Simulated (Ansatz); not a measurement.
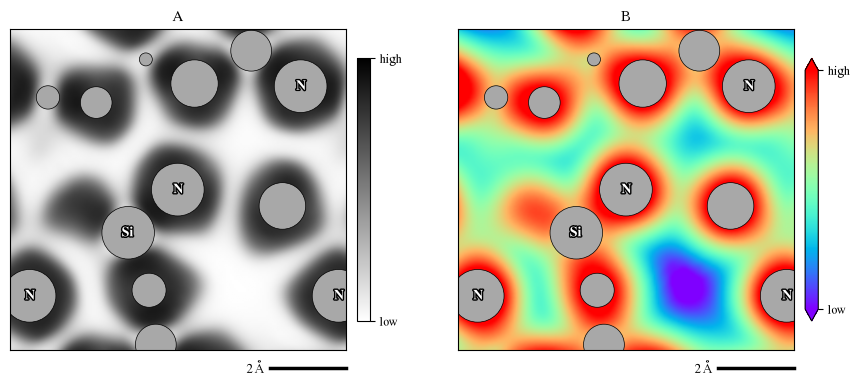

Si3N4: 2 fields on the (111) plane of the conventional cell, with unlabelled colour scales. Grey discs cover the atomic cores.

Space group P6₃/m.

Theory: Ansatz 0.2.0, DFT, r2SCAN, plane-wave PAW, default files, scalar-relativistic, frozen cores.

```xyz
14
Lattice="7.6018 0.0000 0.0000 -3.8009 6.5834 0.0000 0.0000 0.0000 2.9066" Properties=species:S:1:pos:R:3 pbc="T T T"
Si   -1.5969    5.0531    0.7267
Si    2.4273    1.1435    2.1799
Si    0.2233    2.6738    0.7267
Si    5.3978    1.5303    2.1799
Si    1.3736    5.4398    0.7267
Si    3.5776    3.9095    2.1799
N     0.0000    4.3889    0.7267
N     3.8009    2.1944    2.1799
N     2.3938    0.1949    0.7267
N     1.0282    2.1705    2.1799
N     6.2361    1.9757    0.7267
N     1.4071    6.3885    2.1799
N     2.7727    4.4128    0.7267
N    -2.4352    4.6076    2.1799
```

Question: Match the panels to the quantities (electron localisation function and valence pseudo-density).

Answer: Panel A: electron localisation function. Panel B: valence pseudo-density. From the grid: Si–N (1.74 Å): the density is about 1.1 e/Å³ at the midpoint; the ELF peaks at about 0.90 between the atoms; a shared but strongly polarised pair.
